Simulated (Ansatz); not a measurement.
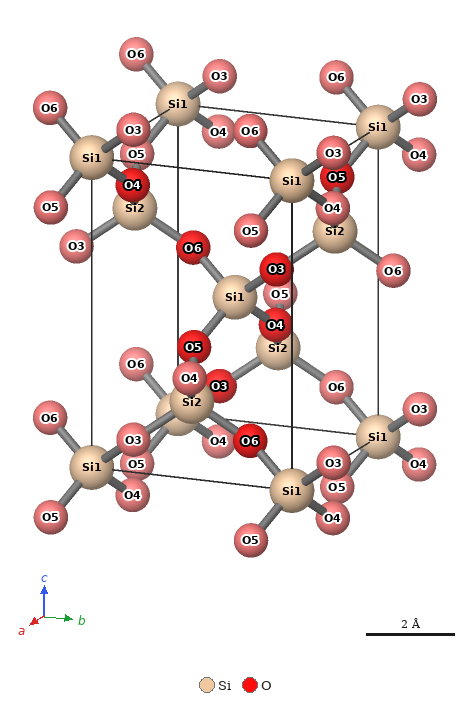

**Figure 1.** The starting structure (ball-and-stick view of the cell 2 times as large as that of the calculation, set on its symmetry axes, seen slightly off an axis; neighbours outside the cell are drawn fainter; atoms are numbered from 1 in the order of the input). An atom can appear more than once, as a periodic image.

Run report: SiO₂, geometry relaxation (part 1 of 2)

SiO₂ (I-42d, 6 atoms in the cell), computed with DFT PBE, scalar-relativistic, plane waves, PAW, no spin polarisation (Ansatz 0.2.0).

The structure derives from a Materials Project entry. Figures and captions count atoms from 1; the log counts them from 0 in places.

Input
```yaml
crystal:
  lattice:
    - [-2.4772904627, 2.4772904627, 3.6556712422]
    - [2.4772904627, -2.4772904627, 3.6556712422]
    - [2.4772904627, 2.4772904627, -3.6556712422]
  atoms:
    - { symbol: Si, position: [0.0, 0.0, 0.0] }
    - { symbol: Si, position: [0.75, 0.25, 0.5] }
    - { symbol: O, position: [0.375, 0.22178613, 0.34678613] }
    - { symbol: O, position: [0.97178613, 0.625, 0.84678613] }
    - { symbol: O, position: [0.77821387, 0.125, 0.15321387] }
    - { symbol: O, position: [0.875, 0.02821387, 0.65321387] }
basis:
  ecutwfc: 420
kpoints:
  mp_grid: { grid: [6, 6, 6] }
hamiltonian:
  xc: pbe
scf:
  occupations: { method: gaussian, width: 0.02 }
output:
  forces: true
  stress: true
  eigenvalues: true
relax:
  adjacent_minimum: "off"
  f_tol: 0.005
  max_steps: 80
  cell: { stress_tol: 0.05 }
```

Hardware: 8 threads of Arm Neoverse V2, 24 GiB of memory available, shared host.

Launched with:
```bash
ansatz run input.yaml --threads 8 --pin off --max-ram 16384MiB --backend cpu --events-out ev --progress --plain --runs-dir out
```

What the program printed
```
Engine: ansatz 0.2.0, aarch64-unknown-linux-gnu
Pseudopotentials: kind: paw
Pseudopotential: Si, paw, valence charge 4, recommended cutoff 420 eV (normal), Si.paw.azcp
Pseudopotential: O, paw, valence charge 6, recommended cutoff 420 eV (normal), O.paw.azcp
Functional definition: PBE
  parameter kappa = 0.804
  parameter beta = 0.06672455060314922
  exchange = pbe_x(kappa = kappa, mu = beta*pi^2/3)
  correlation = pbe_c(beta = beta)
Crystal: 6 atoms, lattice volume = 89.739 Å³
Basis set: ecut = 420 eV, 1769 PW (Γ), exchange–correlation on 72×72×72 points (8 copies of the dense FFT grid, shifted against one another)
Bands: 22, of which v1, the nominal top of the filled ones, is band 16 counted from 1 (15 counted from 0)
Symmetry: 8 space group operations
Space group: I-42d (ITA 122), of the structure as read, at distance tolerance 4.5e-5 Å
k-points: 30 of 216 (time reversal used)
Non-local potential: Si, projectors of the file, l = 0: 2, l = 1: 2, l = 2: 2
Non-local potential: O, projectors of the file, l = 0: 2, l = 1: 2, l = 2: 1
PAW form: soft (Blöchl's): semilocal exchange-correlation on the pseudo side does not see the compensation charge
PAW one-centre angular grid: Si, 110 points (default); XC on 64 Gauss nodes
PAW one-centre angular grid: O, 110 points (default); XC on 64 Gauss nodes
Initial density: superposition of atomic densities (neutral atoms: chi_scale 0, normalization atom), corrected by the library's trained network
Initial wavefunctions: pseudopotential atomic-orbital guess
Functional: x = pbe(κ = 0.804, μ = 0.2195149727645171), c = pbe(β = 0.06672455060314922)
SCF iter   1: F=—  HF=-3548.171434 eV  |F-HF|=—  |Δ(HF+E_count)|=         —  Δρ=9.25e-4  dr2=1.89e-4  ethr=1.77e-3  ⟨swp⟩=7.1  Hψ=3939  notcnv=0
preconditioner: auto → none  [insulator: Δε(μ)=5.923 eV  Ē_g=16.695 eV  σ=0.020 eV  W_gap=1.00  n_scr=14 (ndim 8)  ℏωp=22.2 eV  f_vac=0.253  D(μ)=0.00/eV (n_scr^D=0)  ε∞_Penn≈2.8]
SCF iter   2: F=—  HF=-3548.174040 eV  |F-HF|=—  |Δ(HF+E_count)|=   2.61e-3  Δρ=5.34e-4  dr2=8.80e-5  ethr=5.90e-7  ⟨swp⟩=3.0  Hψ=1765  notcnv=0  defer=50
SCF iter   3: F=—  HF=-3548.174481 eV  |F-HF|=—  |Δ(HF+E_count)|=   4.41e-4  Δρ=2.13e-4  dr2=1.51e-5  ethr=2.75e-7  ⟨swp⟩=2.0  Hψ=990  notcnv=0  defer=50
SCF iter   4: F=—  HF=-3548.174557 eV  |F-HF|=—  |Δ(HF+E_count)|=   7.62e-5  Δρ=6.65e-5  dr2=2.41e-6  ethr=4.72e-8  ⟨swp⟩=2.0  Hψ=1090  notcnv=0  defer=50
SCF iter   5: F=—  HF=-3548.174556 eV  |F-HF|=—  |Δ(HF+E_count)|=   6.13e-7  Δρ=2.54e-5  dr2=2.80e-7  ethr=7.55e-9  ⟨swp⟩=2.0  Hψ=970  notcnv=0  defer=50
SCF iter   6: F=-3548.174556 eV  HF=-3548.174556 eV  |F-HF|=9.24e-10  |Δ(HF+E_count)|=   1.23e-8  Δρ=3.98e-6  dr2=5.92e-9  ethr=3.13e-10  ⟨swp⟩=9.9  Hψ=3129  notcnv=0
SCF 1 converged in 6 iterations: F = -3548.174556 eV  dr2 = 5.92e-9
  greatest PAW one-centre occupation: 0.862 electrons in one spin orbital (limit 2), on the O atom at site 4 (counted from 0), in its partial waves of l = 0
relax step   1: F+E_penalty+E_count = -3548.17455643 eV  Δ(F+E_penalty+E_count) = +0.000e0 eV  max|allowed force component| = 2.707e-1 eV/Å  Δτ_max = 0.0000 Å  P = +4.440 GPa  Ω = 89.739 Å³  (6 SCF iters, dr2 threshold 1.00e-7 eV, accepted)
Crystal: 6 atoms, lattice volume = 90.974 Å³
Basis set: ecut = 420 eV, 1817 PW (Γ), exchange–correlation on 72×72×72 points (8 copies of the dense FFT grid, shifted against one another)
Initial density: handed on by an earlier stage of this run
Initial wavefunctions: those handed on with the density
iter 1 solved again at ethr=2.35e-5 eV; its pass at ethr=3.10e-3 eV (dr2=7.52e-3 eV) is discarded
SCF iter   1: F=—  HF=-3548.196376 eV  |F-HF|=—  |Δ(HF+E_count)|=         —  Δρ=2.79e-3  dr2=6.50e-3  ethr=2.35e-5  ⟨swp⟩=1.9  Hψ=3408  notcnv=0
preconditioner: auto → none  [insulator: Δε(μ)=5.813 eV  Ē_g=16.550 eV  σ=0.020 eV  W_gap=1.00  n_scr=14 (ndim 8)  ℏωp=22.0 eV  f_vac=0.256  D(μ)=0.00/eV (n_scr^D=0)  ε∞_Penn≈2.8]
SCF iter   2: F=—  HF=-3548.194457 eV  |F-HF|=—  |Δ(HF+E_count)|=   1.92e-3  Δρ=1.35e-3  dr2=8.20e-4  ethr=2.03e-5  ⟨swp⟩=2.3  Hψ=1282  notcnv=0
SCF iter   3: F=—  HF=-3548.194204 eV  |F-HF|=—  |Δ(HF+E_count)|=   2.53e-4  Δρ=3.80e-4  dr2=7.81e-5  ethr=2.56e-6  ⟨swp⟩=2.0  Hψ=1017  notcnv=0
SCF iter   4: F=—  HF=-3548.194244 eV  |F-HF|=—  |Δ(HF+E_count)|=   4.05e-5  Δρ=7.30e-5  dr2=2.32e-6  ethr=2.44e-7  ⟨swp⟩=2.0  Hψ=1140  notcnv=0
SCF iter   5: F=-3548.194244 eV  HF=-3548.194244 eV  |F-HF|=2.03e-8  |Δ(HF+E_count)|=   4.04e-7  Δρ=7.42e-6  dr2=2.33e-8  ethr=1.87e-9  ⟨swp⟩=6.4  Hψ=3069  notcnv=0
SCF 2 converged in 5 iterations: F = -3548.194244 eV  dr2 = 2.33e-8
  greatest PAW one-centre occupation: 0.862 electrons in one spin orbital (limit 2), on the O atom at site 5 (counted from 0), in its partial waves of l = 0
relax step   2: F+E_penalty+E_count = -3548.19424443 eV  Δ(F+E_penalty+E_count) = -1.969e-2 eV  max|allowed force component| = 1.370e-1 eV/Å  Δτ_max = 0.0027 Å  P = +2.278 GPa  Ω = 90.974 Å³  energy of the carried Pulay correction = -3.934e-3 eV  (5 SCF iters, dr2 threshold 6.00e-7 eV, accepted)
Crystal: 6 atoms, lattice volume = 92.335 Å³
Basis set: ecut = 420 eV, 1849 PW (Γ), exchange–correlation on 72×72×72 points (8 copies of the dense FFT grid, shifted against one another)
iter 1 solved again at ethr=2.60e-5 eV; its pass at ethr=3.10e-3 eV (dr2=8.33e-3 eV) is discarded
SCF iter   1: F=—  HF=-3548.201332 eV  |F-HF|=—  |Δ(HF+E_count)|=         —  Δρ=2.95e-3  dr2=7.39e-3  ethr=2.60e-5  ⟨swp⟩=2.1  Hψ=3501  notcnv=0
preconditioner: auto → none  [insulator: Δε(μ)=5.728 eV  Ē_g=16.424 eV  σ=0.020 eV  W_gap=1.00  n_scr=14 (ndim 8)  ℏωp=21.9 eV  f_vac=0.262  D(μ)=0.00/eV (n_scr^D=0)  ε∞_Penn≈2.8]
SCF iter   2: F=—  HF=-3548.199182 eV  |F-HF|=—  |Δ(HF+E_count)|=   2.15e-3  Δρ=1.45e-3  dr2=9.68e-4  ethr=2.31e-5  ⟨swp⟩=2.6  Hψ=1292  notcnv=0
SCF iter   3: F=—  HF=-3548.198889 eV  |F-HF|=—  |Δ(HF+E_count)|=   2.93e-4  Δρ=4.13e-4  dr2=9.31e-5  ethr=3.02e-6  ⟨swp⟩=2.0  Hψ=1017  notcnv=0
SCF iter   4: F=—  HF=-3548.198936 eV  |F-HF|=—  |Δ(HF+E_count)|=   4.66e-5  Δρ=7.84e-5  dr2=2.73e-6  ethr=2.91e-7  ⟨swp⟩=2.0  Hψ=1140  notcnv=0
SCF iter   5: F=-3548.198936 eV  HF=-3548.198936 eV  |F-HF|=2.27e-8  |Δ(HF+E_count)|=   5.19e-7  Δρ=7.83e-6  dr2=2.66e-8  ethr=1.87e-9  ⟨swp⟩=6.5  Hψ=3091  notcnv=0
SCF 3 converged in 5 iterations: F = -3548.198936 eV  dr2 = 2.66e-8
  greatest PAW one-centre occupation: 0.861 electrons in one spin orbital (limit 2), on the O atom at site 5 (counted from 0), in its partial waves of l = 0
relax step   3: F+E_penalty+E_count = -3548.19893625 eV  Δ(F+E_penalty+E_count) = -4.692e-3 eV  max|allowed force component| = 5.782e-4 eV/Å  Δτ_max = 0.0033 Å  P = +0.065 GPa  Ω = 92.335 Å³  energy of the carried Pulay correction = -8.206e-3 eV  (5 SCF iters, dr2 threshold 6.00e-7 eV, accepted)
Crystal: 6 atoms, lattice volume = 92.391 Å³
iter 1 solved again at ethr=3.62e-8 eV; its pass at ethr=3.10e-3 eV (dr2=1.16e-5 eV) is discarded
SCF iter   1: F=—  HF=-3548.198714 eV  |F-HF|=—  |Δ(HF+E_count)|=         —  Δρ=1.11e-4  dr2=1.02e-5  ethr=3.62e-8  ⟨swp⟩=2.0  Hψ=3674  notcnv=0
preconditioner: auto → none  [insulator: Δε(μ)=5.762 eV  Ē_g=16.451 eV  σ=0.020 eV  W_gap=1.00  n_scr=14 (ndim 8)  ℏωp=21.9 eV  f_vac=0.257  D(μ)=0.00/eV (n_scr^D=0)  ε∞_Penn≈2.8]
SCF iter   2: F=—  HF=-3548.198779 eV  |F-HF|=—  |Δ(HF+E_count)|=   6.50e-5  Δρ=5.94e-5  dr2=1.44e-6  ethr=3.19e-8  ⟨swp⟩=2.0  Hψ=1089  notcnv=0
SCF iter   3: F=—  HF=-3548.198779 eV  |F-HF|=—  |Δ(HF+E_count)|=   3.14e-7  Δρ=2.12e-5  dr2=2.20e-7  ethr=4.49e-9  ⟨swp⟩=2.0  Hψ=1009  notcnv=0
SCF iter   4: F=—  HF=-3548.198779 eV  |F-HF|=—  |Δ(HF+E_count)|=   4.49e-9  Δρ=5.96e-6  dr2=1.79e-8  ethr=6.89e-10  ⟨swp⟩=2.0  Hψ=1139  notcnv=0
SCF iter   5: F=-3548.198779 eV  HF=-3548.198779 eV  |F-HF|=7.91e-11  |Δ(HF+E_count)|=   2.46e-9  Δρ=8.25e-7  dr2=3.39e-10  ethr=4.95e-11  ⟨swp⟩=4.0  Hψ=2100  notcnv=0
SCF 4 converged in 5 iterations: F = -3548.198779 eV  dr2 = 3.39e-10
relax step   4: F+E_penalty+E_count = -3548.19877904 eV  Δ(F+E_penalty+E_count) = +1.572e-4 eV  max|allowed force component| = 3.709e-3 eV/Å  Δτ_max = 0.0004 Å  P = -0.006 GPa  Ω = 92.391 Å³  energy of the carried Pulay correction = -8.380e-3 eV  (5 SCF iters, dr2 threshold 1.58e-8 eV, accepted)
Initial wavefunctions: pseudopotential atomic-orbital guess (no wavefunctions were taken with the density)
iter 1 solved again at ethr=2.42e-7 eV; its pass at ethr=3.10e-3 eV (dr2=7.75e-5 eV) is discarded
SCF iter   1: F=—  HF=-3548.207154 eV  |F-HF|=—  |Δ(HF+E_count)|=         —  Δρ=2.89e-4  dr2=8.62e-6  ethr=2.42e-7  ⟨swp⟩=3.0  Hψ=5934  notcnv=0
preconditioner: auto → none  [insulator: Δε(μ)=5.760 eV  Ē_g=16.450 eV  σ=0.020 eV  W_gap=1.00  n_scr=14 (ndim 8)  ℏωp=21.9 eV  f_vac=0.257  D(μ)=0.00/eV (n_scr^D=0)  ε∞_Penn≈2.8]
SCF iter   2: F=—  HF=-3548.208253 eV  |F-HF|=—  |Δ(HF+E_count)|=   1.10e-3  Δρ=1.35e-4  dr2=2.40e-6  ethr=2.69e-8  ⟨swp⟩=2.0  Hψ=1244  notcnv=0
SCF iter   3: F=—  HF=-3548.208587 eV  |F-HF|=—  |Δ(HF+E_count)|=   3.35e-4  Δρ=5.49e-5  dr2=3.61e-7  ethr=7.50e-9  ⟨swp⟩=2.0  Hψ=1016  notcnv=0
SCF iter   4: F=—  HF=-3548.208647 eV  |F-HF|=—  |Δ(HF+E_count)|=   5.99e-5  Δρ=3.81e-6  dr2=3.16e-9  ethr=1.13e-9  ⟨swp⟩=2.0  Hψ=1140  notcnv=0
SCF iter   5: F=-3548.208647 eV  HF=-3548.208647 eV  |F-HF|=3.87e-10  |Δ(HF+E_count)|=   1.49e-7  Δρ=3.47e-7  dr2=5.35e-11  ethr=1.00e-12  ⟨swp⟩=4.1  Hψ=3109  notcnv=0
SCF 5 converged in 5 iterations: F = -3548.208647 eV  dr2 = 5.35e-11
  greatest PAW one-centre occupation: 0.861 electrons in one spin orbital (limit 2), on the O atom at site 4 (counted from 0), in its partial waves of l = 0
relax step   5: F+E_penalty+E_count = -3548.20864740 eV  Δ(F+E_penalty+E_count) = -9.868e-3 eV  max|allowed force component| = 3.639e-3 eV/Å  Δτ_max = 0.0000 Å  P = +0.189 GPa  Ω = 92.391 Å³  stress off target by 2.02e-1 GPa  SCF on the basis re-selected at this cell (its energy is not comparable with the rows above)  (5 SCF iters)
basis re-selected at this cell: Δ(F+E_penalty+E_count) = -9.868e-3 eV, ΔP = +0.195 GPa vs the last step (what re-selecting the basis moved, of the pressure what is left beyond the Pulay correction that the steps carried, after the strain that the cell walked since its last selection, with what the two solves' SCF thresholds leave and, on support functions, any second-order correction that the steps lacked; it is no measure of the basis error at this ecutwfc). This SCF's stress stands 2.02e-1 GPa from its target on what of the cell is left free (relax.cell.stress_tol is 5.00e-2 GPa) and its largest allowed force component is 3.64e-3 eV/Å (relax.f_tol is 5.00e-3 eV/Å): not within both, so this SCF does not close the relaxation
Crystal: 6 atoms, lattice volume = 92.838 Å³
iter 1 solved again at ethr=2.63e-6 eV; its pass at ethr=3.10e-3 eV (dr2=8.42e-4 eV) is discarded
SCF iter   1: F=—  HF=-3548.207869 eV  |F-HF|=—  |Δ(HF+E_count)|=         —  Δρ=1.15e-3  dr2=8.61e-4  ethr=2.63e-6  ⟨swp⟩=2.6  Hψ=3976  notcnv=0
preconditioner: auto → none  [insulator: Δε(μ)=5.743 eV  Ē_g=16.436 eV  σ=0.020 eV  W_gap=1.00  n_scr=14 (ndim 8)  ℏωp=21.8 eV  f_vac=0.261  D(μ)=0.00/eV (n_scr^D=0)  ε∞_Penn≈2.8]
SCF iter   2: F=—  HF=-3548.207638 eV  |F-HF|=—  |Δ(HF+E_count)|=   2.31e-4  Δρ=5.66e-4  dr2=1.14e-4  ethr=2.63e-6  ⟨swp⟩=2.1  Hψ=992  notcnv=0
SCF iter   3: F=—  HF=-3548.207629 eV  |F-HF|=—  |Δ(HF+E_count)|=   8.75e-6  Δρ=2.17e-4  dr2=2.63e-5  ethr=3.55e-7  ⟨swp⟩=2.0  Hψ=1020  notcnv=0
SCF iter   4: F=—  HF=-3548.207704 eV  |F-HF|=—  |Δ(HF+E_count)|=   7.47e-5  Δρ=6.04e-5  dr2=8.55e-7  ethr=8.23e-8  ⟨swp⟩=2.0  Hψ=1018  notcnv=0
SCF iter   5: F=-3548.207704 eV  HF=-3548.207704 eV  |F-HF|=7.77e-9  |Δ(HF+E_count)|=   2.43e-7  Δρ=5.66e-6  dr2=7.81e-9  ethr=3.20e-10  ⟨swp⟩=6.1  Hψ=3055  notcnv=0
SCF 6 converged in 5 iterations: F = -3548.207704 eV  dr2 = 7.81e-9
relax step   6: F+E_penalty+E_count = -3548.20770421 eV  Δ(F+E_penalty+E_count) = +9.432e-4 eV  max|allowed force component| = 7.518e-3 eV/Å  Δτ_max = 0.0085 Å  P = +0.028 GPa  Ω = 92.838 Å³  energy of the carried Pulay correction = -1.416e-3 eV  (5 SCF iters, dr2 threshold 1.02e-7 eV, accepted)
Crystal: 6 atoms, lattice volume = 93.118 Å³
iter 1 solved again at ethr=1.31e-6 eV; its pass at ethr=3.10e-3 eV (dr2=4.19e-4 eV) is discarded
SCF iter   1: F=—  HF=-3548.206996 eV  |F-HF|=—  |Δ(HF+E_count)|=         —  Δρ=8.44e-4  dr2=4.51e-4  ethr=1.31e-6  ⟨swp⟩=3.1  Hψ=3994  notcnv=0
preconditioner: auto → none  [insulator: Δε(μ)=5.736 eV  Ē_g=16.434 eV  σ=0.020 eV  W_gap=1.00  n_scr=14 (ndim 8)  ℏωp=21.8 eV  f_vac=0.264  D(μ)=0.00/eV (n_scr^D=0)  ε∞_Penn≈2.8]
SCF iter   2: F=—  HF=-3548.206862 eV  |F-HF|=—  |Δ(HF+E_count)|=   1.34e-4  Δρ=3.94e-4  dr2=5.54e-5  ethr=1.31e-6  ⟨swp⟩=2.6  Hψ=1089  notcnv=0
SCF iter   3: F=—  HF=-3548.206938 eV  |F-HF|=—  |Δ(HF+E_count)|=   7.62e-5  Δρ=1.36e-4  dr2=1.02e-5  ethr=1.73e-7  ⟨swp⟩=2.3  Hψ=1011  notcnv=0
SCF iter   4: F=—  HF=-3548.206938 eV  |F-HF|=—  |Δ(HF+E_count)|=   3.70e-7  Δρ=4.59e-5  dr2=5.30e-7  ethr=3.19e-8  ⟨swp⟩=2.0  Hψ=1020  notcnv=0
SCF iter   5: F=-3548.206938 eV  HF=-3548.206938 eV  |F-HF|=4.19e-9  |Δ(HF+E_count)|=   6.42e-8  Δρ=5.63e-6  dr2=7.82e-9  ethr=4.87e-11  ⟨swp⟩=3.1  Hψ=2909  notcnv=0
SCF 7 converged in 5 iterations: F = -3548.206938 eV  dr2 = 7.82e-9
  greatest PAW one-centre occupation: 0.861 electrons in one spin orbital (limit 2), on the O atom at site 2 (counted from 0), in its partial waves of l = 0
```
